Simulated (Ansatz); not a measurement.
## C: 5 runs along one coordinate

System: C (P2₁/m, 4 atoms in the cell).
Method: DFT PBE+D3(BJ), scalar-relativistic, plane waves, PAW, PAW set soft_1, no spin polarisation (Ansatz 0.2.0).

The 5 runs differ only in the geometry, by a strain of the cell at fixed fractional positions. Against run 3, the strain is εzz = η. The structure derives from an entry of the Crystallography Open Database.

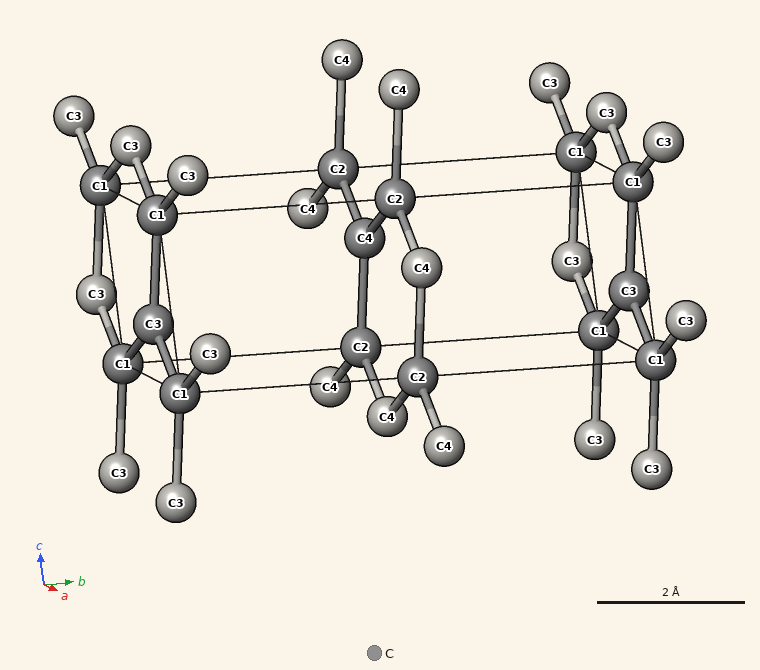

Figure 1. The structure of run 3 (ball-and-stick view of the cell of the calculation, set on other vectors, seen slightly off an axis; neighbours outside the cell are drawn fainter; atoms are numbered from 1 in the order of the input). An atom can appear more than once, as a periodic image.

### Input of run 3
```yaml
crystal:
  lattice:
    - [2.4649495834, -0.2464949583, 0.0]
    - [-1.4459456875, 2.2579564375, 0.0]
    - [0.0, 0.0, 6.8980931922]
  atoms:
    - { symbol: C, position: [0.0, 0.0, 0.0025] }
    - { symbol: C, position: [0.0, 0.0, 0.5025] }
    - { symbol: C, position: [0.3333333333, 0.6666666667, 0.0025] }
    - { symbol: C, position: [0.6666666667, 0.3333333333, 0.5025] }
basis:
  ecutwfc: 520.0
kpoints:
  mp_grid: { grid: [18, 18, 6] }
hamiltonian:
  xc: pbe
  pseudopotentials: { kind: paw, azcp: { folder: soft_1 } }
  dispersion: d3bj
scf:
  occupations: { method: gaussian, width: 0.15 }
output:
  forces: true
  stress: true
  eigenvalues: true
```

Command:
```bash
ansatz run input.yaml --threads 2 --pin off --max-ram 4096MiB --backend cpu --events-out ev --progress --plain --runs-dir out
```

Run 4 differs from it as follows:
```diff
-    - [0.0, 0.0, 6.8980931922]
+    - [0.0, 0.0, 7.05583323]
```

### Results, with one run withheld

```tsv
run	strain parameter η (%)	free energy per atom, from the lowest run given (meV)	pressure (GPa)	gap on the mesh (eV)
1	−9.1176	6.74	18.74	0.08
2	−2.2769	0.00	16.28	0.29
3	0.0000	0.23	15.69	0.35
4	2.2867	?	?	?
5	4.5637	2.64	14.71	0.47
```

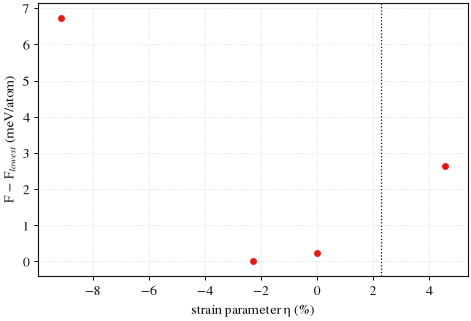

Figure 2. Free energy per atom of the runs given; the dotted line marks run 4.

What should run 4 give?

A quadratic polynomial in the coordinate, fitted to the 4 runs given, misses them by at most 0.21 meV per atom. With x = η + 1.7077, it reads F = 0.052148 − 0.18472 x + 0.096447 x² (meV per atom). At run 4 it gives 0.85 meV per atom, and the run itself gives 1.18. The fit has its minimum at η = −0.7501 %. The gap on the mesh goes, without turning, from 0.08 eV in run 1 to 0.47 eV in run 5; run 4 has 0.41 eV. These are gaps of this functional on this mesh, which can miss the band edges; they aren't the measured gap.

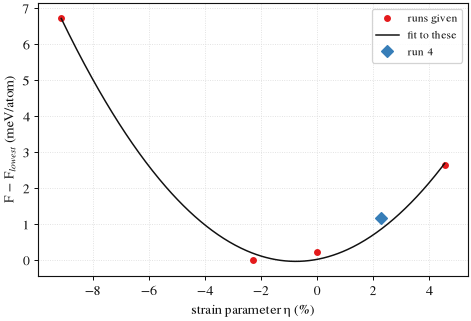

Figure 3. The fit and the withheld run.

### Output, shortened to warnings, some set-up lines, iterations and results (run 4)
```
Basis set: ecut = 520 eV, 985 PW (Γ), exchange–correlation on 40×40×108 points (8 copies of the dense FFT grid, shifted against one another)
Symmetry: 4 space group operations
k-points: 656 of 1944
Initial density: superposition of atomic densities (chi_scale 0.1, normalization cell)
[...]
SCF iter   1: F=—  HF=-1004.990360 eV  |F-HF|=—  |Δ(HF+E_count)|=         —  Δρ=1.39e-1  dr2=6.27e0  ethr=3.10e-3  ⟨swp⟩=5.4  Hψ=45554  notcnv=0
SCF iter   2: F=—  HF=-1002.526550 eV  |F-HF|=—  |Δ(HF+E_count)|=    2.46e0  Δρ=5.18e-2  dr2=7.40e-1  ethr=3.10e-3  ⟨swp⟩=2.9  Hψ=22588  notcnv=0
SCF iter   3: F=—  HF=-1002.261791 eV  |F-HF|=—  |Δ(HF+E_count)|=   2.65e-1  Δρ=6.76e-3  dr2=5.21e-3  ethr=3.10e-3  ⟨swp⟩=2.3  Hψ=18280  notcnv=0
SCF iter   4: F=—  HF=-1002.264232 eV  |F-HF|=—  |Δ(HF+E_count)|=   2.44e-3  Δρ=3.87e-4  dr2=3.85e-5  ethr=3.25e-5  ⟨swp⟩=2.4  Hψ=14804  notcnv=0
SCF iter   5: F=—  HF=-1002.264254 eV  |F-HF|=—  |Δ(HF+E_count)|=   2.28e-5  Δρ=8.90e-5  dr2=1.20e-6  ethr=2.40e-7  ⟨swp⟩=2.5  Hψ=13241  notcnv=0
SCF iter   6: F=-1002.264256 eV  HF=-1002.264256 eV  |F-HF|=3.99e-8  |Δ(HF+E_count)|=   1.53e-6  Δρ=1.52e-5  dr2=7.06e-8  ethr=6.25e-10  ⟨swp⟩=7.7  Hψ=50088  notcnv=0
SCF 1 converged in 6 iterations: F = -1002.264256 eV  dr2 = 7.06e-8
SCF converged after 6 iterations
Free energy (F): -1002.264256 eV
Harris-Foulkes:  -1002.264256 eV  (|F-HF|=3.99e-8)
Internal energy: -1002.264175 eV  (E = F + TS)
E sigma→0 (E₀):  -1002.264215 eV
Entropy (-TS):   -0.000081 eV (-0.020 meV/atom)
Fermi energy:    6.855804 eV
--- Per-component energies (eV) ---
  E_band       = -40.387669
  E_kinetic    = 358.215256
  E_local      = -651.541420  (includes V_loc(G=0)·N_el)
  E_nonlocal   = 95.102439
  E_hartree    = 210.908858
  E_xc         = -188.339873
  E_vxc        = -231.954575  (∫ρ·V_xc dr)
  E_paw        = -400.966641  (= ΣΔE_a)
  E_vpaw       = -32.026965  (= ΣTr[D̂ρ^β])
  E_aug_tail   = 0.000006  (compensation charges beyond the density's cutoff)
  E_ewald      = -425.088703
  E_disp       = -0.554098  (pairwise vdW)
  E_smearing   = -0.000081  (= −TS)
  E_closure    = 0.000000  (closes the sum)
  Σ components = -1002.264256   (vs F -1002.264256, Δ=0.00e0)
--- Forces (eV/Å), atoms counted from 1 ---
  atom   1  C      2.59029982     1.19448845     0.00000000
  atom   2  C     -2.59029982    -1.19448845     0.00000000
  atom   3  C     -2.60150641    -1.19704801     0.00000000
  atom   4  C      2.60150641     1.19704801     0.00000000
  max |Σ_I F_I| component: 0.00e0 eV/Å
--- Stress (GPa, compression-positive) ---
       23.470023      89.405235       0.000000
       89.405249      22.992483       0.000000
        0.000000       0.000000      -0.968319
  P = ⅓ Tr σ = 15.1647 GPa (151.647 kbar)
```
